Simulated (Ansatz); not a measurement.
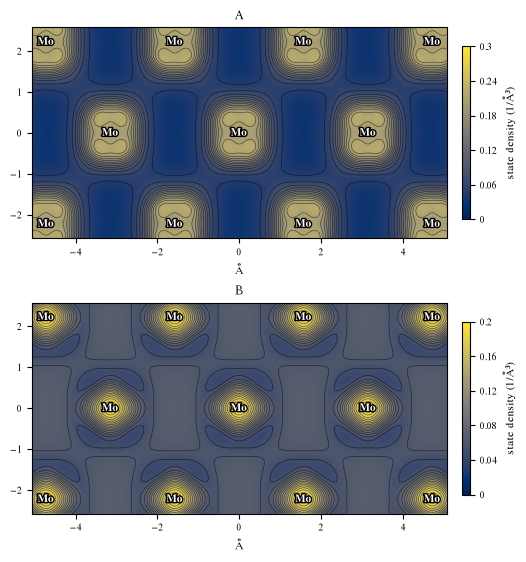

Mo: densities of the states in two energy windows, on the (110) plane of the conventional cell.

Space group Im-3m; the calculation finds a residual pressure of about 3 GPa at this fixed cell.

Computed with Ansatz, DFT PBE, scalar-relativistic, plane waves, PAW.

In a PAW calculation such maps are meaningful between the atoms, not at the nuclei.

**Match the panels to the energy ranges (zero at the Fermi level): −7.3 to −4.8 eV and −0.25 to +0.25 eV.**

Panel A: −0.25 to +0.25 eV, the states at the Fermi level, mainly Mo 4d (90 %).
Panel B: −7.3 to −4.8 eV, the lower third of the occupied valence band, mainly Mo 4d (55 %) and Mo 5s (45 %).
The characters are Löwdin shares on a minimal set of atomic orbitals.

The run took 0.54 s on 2 threads of AMD EPYC 9R45 96-Core Processor (Zen 5) (shared host), peak memory 0.35 GiB.
